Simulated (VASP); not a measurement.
# CdS: single-point calculation

The run: single-point calculation of CdS (2 atoms in the cell). Method and program: DFT, plane waves, PAW, settings varied from a PBE run (VASP 6.6.1).

The structure was built on a prototype by a generator. Some settings of this run were made unusual or wrong on purpose. The geometry comes from this level: r2SCAN (a point of a series of strains).

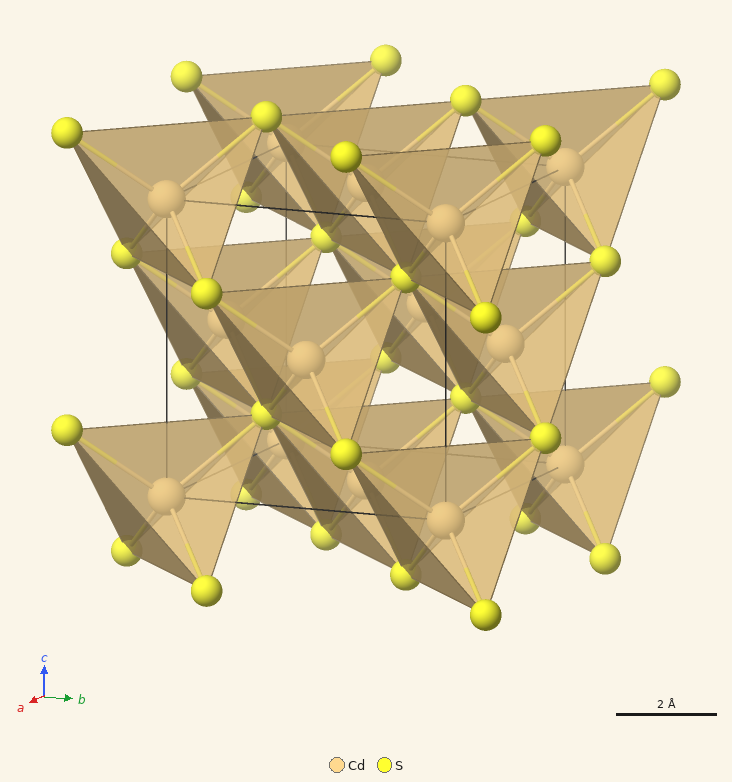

**Figure 1.** The structure (polyhedral view of the cell 4 times as large as that of the calculation, set on its symmetry axes, seen slightly off an axis; polyhedra are completed across the faces of the cell). An atom can appear more than once, as a periodic image.

INCAR
```
ENCUT = 520.000000
EDIFF = 1.00e-07
GGA = PE
PREC = Accurate
IBRION = -1
ISIF = 2
NBANDS = 16
NSW = 0
LASPH = .TRUE.
LCHARG = .FALSE.
LWAVE = .FALSE.
LREAL = .FALSE.
NELM = 61
ISMEAR = 2
SIGMA = 0.8
```

KPOINTS
```
KPOINTS created by Atomic Simulation Environment
0
Gamma
8 8 8
0 0 0
```

POSCAR
```
Cd S
 1.0000000000000000
     0.0000000000000000    3.0567834368000000    3.0567834368000000
     3.0567834368000000    0.0000000000000000    3.0567834368000000
     3.0567834368000000    3.0567834368000000    0.0000000000000000
 Cd  S
   1   1
Cartesian
  0.0000000000000000  0.0000000000000000  0.0000000000000000
  1.5283917183999998  1.5283917183999998  1.5283917183999998
```

Run as:
```bash
mpirun -np 1 vasp_std
```

OSZICAR
```
N       E                     dE             d eps       ncg     rms          rms(c)
DAV:   1     0.111670281252E+03    0.11167E+03   -0.88889E+03   928   0.101E+03
DAV:   2    -0.195363255913E+01   -0.11362E+03   -0.10672E+03  1128   0.252E+02
DAV:   3    -0.661909450594E+01   -0.46655E+01   -0.46507E+01  1144   0.528E+01
DAV:   4    -0.664907106576E+01   -0.29977E-01   -0.29974E-01  1208   0.421E+00
DAV:   5    -0.664950052545E+01   -0.42946E-03   -0.42945E-03  1144   0.471E-01    0.603E+00
DAV:   6    -0.608514798882E+01    0.56435E+00   -0.94580E-01  1376   0.106E+01    0.516E+00
DAV:   7    -0.607058417710E+01    0.14564E-01   -0.16047E-01  1152   0.278E+00    0.266E+00
DAV:   8    -0.607028258361E+01    0.30159E-03   -0.13095E-02  1072   0.133E+00    0.214E-01
DAV:   9    -0.607033912895E+01   -0.56545E-04   -0.14490E-03  1168   0.469E-01    0.825E-02
DAV:  10    -0.607053891804E+01   -0.19979E-03   -0.23933E-04  1112   0.130E-01    0.789E-02
DAV:  11    -0.607063030608E+01   -0.91388E-04   -0.13357E-04  1152   0.725E-02    0.246E-02
DAV:  12    -0.607062653142E+01    0.37747E-05   -0.97740E-06  1144   0.292E-02    0.579E-03
DAV:  13    -0.607062783194E+01   -0.13005E-05   -0.23811E-06  1168   0.947E-03    0.862E-03
DAV:  14    -0.607062775351E+01    0.78429E-07   -0.13172E-07  1208   0.377E-03
   1 F= -.60706278E+01 E0= -.60835104E+01  d E =0.515306E-01
```

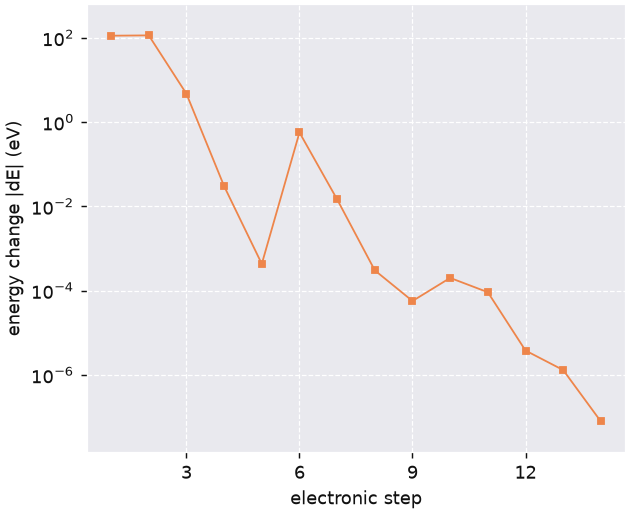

**Figure 2.** Convergence of the self-consistent field: energy change |dE| against the electronic step. It takes 14 electronic steps. The density is held fixed in the first few steps, and dE rises again when its update begins.

Parts of OUTCAR
```
k-points           NKPTS =     29   k-points in BZ     NKDIM =     29   number of bands    NBANDS=     16

   NELECT =      18.0000    total number of electrons

   dimension x,y,z NGX =    32 NGY =   32 NGZ =   32
   dimension x,y,z NGXF=    64 NGYF=   64 NGZF=   64

  energy-cutoff  :      520.00
  volume of cell :       57.12
      direct lattice vectors                 reciprocal lattice vectors
     0.000000000  3.056783437  3.056783437    -0.163570632  0.163570632  0.163570632
     3.056783437  0.000000000  3.056783437     0.163570632 -0.163570632  0.163570632
     3.056783437  3.056783437  0.000000000     0.163570632  0.163570632 -0.163570632

 k-points in reciprocal lattice and weights: KPOINTS created by Atomic Simulation Env
   0.00000000  0.00000000  0.00000000       0.002
   0.12500000  0.00000000  0.00000000       0.016
   0.25000000  0.00000000  0.00000000       0.016
   0.37500000  0.00000000  0.00000000       0.016
   0.50000000  0.00000000  0.00000000       0.008
   0.12500000  0.12500000  0.00000000       0.012
   0.25000000  0.12500000  0.00000000       0.047
   0.37500000  0.12500000  0.00000000       0.047
   0.50000000  0.12500000  0.00000000       0.047
  -0.37500000  0.12500000  0.00000000       0.047
  -0.25000000  0.12500000  0.00000000       0.047
  -0.12500000  0.12500000  0.00000000       0.023
   0.25000000  0.25000000  0.00000000       0.012
   0.37500000  0.25000000  0.00000000       0.047
   0.50000000  0.25000000  0.00000000       0.047
  -0.37500000  0.25000000  0.00000000       0.047
  -0.25000000  0.25000000  0.00000000       0.023
   0.37500000  0.37500000  0.00000000       0.012
   0.50000000  0.37500000  0.00000000       0.047
  -0.37500000  0.37500000  0.00000000       0.023
   0.50000000  0.50000000  0.00000000       0.006
   0.37500000  0.25000000  0.12500000       0.047
   0.50000000  0.25000000  0.12500000       0.094
  -0.37500000  0.25000000  0.12500000       0.047
   0.50000000  0.37500000  0.12500000       0.047
  -0.37500000  0.37500000  0.12500000       0.094
  -0.25000000  0.37500000  0.12500000       0.047
  -0.37500000  0.50000000  0.12500000       0.023
  -0.25000000  0.50000000  0.25000000       0.012

 E-fermi :   0.2448

 k-point     1 :       0.0000    0.0000    0.0000
  band No.  band energies     occupation
      1     -11.3992      2.00000
      2      -7.1227      2.00000
      3      -7.1227      2.00000
      4      -7.1227      2.00000
      5      -6.8100      2.00000
      6      -6.8100      2.00000
      7       0.2111      1.08916
      8       0.2111      1.08916
      9       0.2111      1.08916
     10       1.0454     -0.10211
     11       6.7388      0.00000
     12       6.7388      0.00000
     13       6.7388      0.00000
     14      10.8758      0.00000
     15      11.4564      0.00000
     16      11.4564      0.00000

 k-point     2 :       0.1250    0.0000    0.0000
  band No.  band energies     occupation
      1     -11.3545      2.00000
      2      -7.1075      2.00000
      3      -7.1075      2.00000
      4      -7.0762      2.00000
      5      -6.8105      2.00000
      6      -6.8105      2.00000
      7      -0.7326      2.07147
      8       0.1192      1.32596
      9       0.1192      1.32596
     10       1.8730      0.00986
     11       6.4452      0.00000
     12       6.9037      0.00000
     13       6.9037      0.00000
     14      10.9134      0.00000
     15      10.9134      0.00000
     16      11.5455      0.00000

 k-point     3 :       0.2500    0.0000    0.0000
  band No.  band energies     occupation
      1     -11.2462      2.00000
      2      -7.0748      2.00000
      3      -7.0748      2.00000
      4      -6.9247      2.00000
      5      -6.8067      2.00000
      6      -6.8067      2.00000
      7      -1.9665      1.99836
      8      -0.0892      1.77413
      9      -0.0892      1.77413
     10       2.6658      0.00053
     11       6.3286      0.00000
     12       7.1690      0.00000
     13       7.1690      0.00000
     14      10.6858      0.00000
     15      10.6858      0.00000
     16      11.1737      0.00000

 k-point     4 :       0.3750    0.0000    0.0000
  band No.  band energies     occupation
      1     -11.1382      2.00000
      2      -7.0496      2.00000
      3      -7.0496      2.00000
      4      -6.7938      2.00000
      5      -6.7938      2.00000
      6      -6.6856      2.00000
      7      -2.9848      2.00000
      8      -0.2826      2.01795
      9      -0.2826      2.01795
     10       2.9488      0.00008
     11       6.8483      0.00000
     12       7.2102      0.00000
     13       7.2102      0.00000
     14      10.8162      0.00000
     15      11.4272      0.00000
     16      11.4272      0.00000

 k-point     5 :       0.5000    0.0000    0.0000
  band No.  band energies     occupation
      1     -11.0938      2.00000
      2      -7.0418      2.00000
      3      -7.0418      2.00000
      4      -6.7853      2.00000
      5      -6.7853      2.00000
      6      -6.5409      2.00000
      7      -3.4131      2.00000
      8      -0.3592      2.06726
      9      -0.3592      2.06726
     10       2.9808      0.00007
     11       7.1732      0.00000
     12       7.1732      0.00000
     13       7.2346      0.00000
     14      10.8760      0.00000
     15      12.4068      0.00000
     16      12.4068      0.00000

 [... the levels of 23 k-points are left out ...]

 k-point    29 :      -0.2500    0.5000    0.2500
  band No.  band energies     occupation
      1     -11.0001      2.00000
      2      -6.9603      2.00000
      3      -6.9567      2.00000
      4      -6.8352      2.00000
      5      -6.7998      2.00000
      6      -6.3784      2.00000
      7      -3.0716      2.00000
      8      -1.5201      1.99164
      9      -1.4966      1.99126
     10       5.0171      0.00000
     11       5.6510      0.00000
     12       7.1389      0.00000
     13       8.2654      0.00000
     14      10.3757      0.00000
     15      12.8973      0.00000
     16      13.0607      0.00000

  Total       -1.4315640     -1.4315640     -1.4315640     -0.0000000     -0.0000000      0.0000000
  in kB      -40.1510907    -40.1510907    -40.1510907     -0.0000000     -0.0000000      0.0000000
  external PRESSURE =     -40.1510907 kB  Pullay stress =       0.0000000 kB

 POSITION                                       TOTAL-FORCE (eV/Angst)
 -----------------------------------------------------------------------------------
      0.00000      0.00000      0.00000        -0.000000     -0.000000     -0.000000
      1.52839      1.52839      1.52839         0.000000      0.000000      0.000000
 -----------------------------------------------------------------------------------
    total drift:                               -0.000001     -0.000001     -0.000000

  FREE ENERGIE OF THE ION-ELECTRON SYSTEM (eV)
  ---------------------------------------------------
  free  energy   TOTEN  =        -6.0706277535 eV

  energy  without entropy=       -6.1221583298  energy(sigma->0) =       -6.08351040
```

Outcome

- outcome: converged
- space group (tolerance 0.01 Å): F-43m (216)
- electrons treated: 18
- free energy: −6.0706 eV
- Fermi energy: 0.245 eV
- band gap: 0.83 eV
- pressure: −4.02 GPa
- largest force (length of the vector): under 0.001 eV/Å
- hardware: 1 CPU thread, shared host
- wall time: 21 s
- peak memory: 0.18 GiB

Some settings of this run were drawn to be unusual or wrong (NELM = 61; ISMEAR = 2; SIGMA = 0.8). It converged; results that depend on the unusual settings are not reference values.
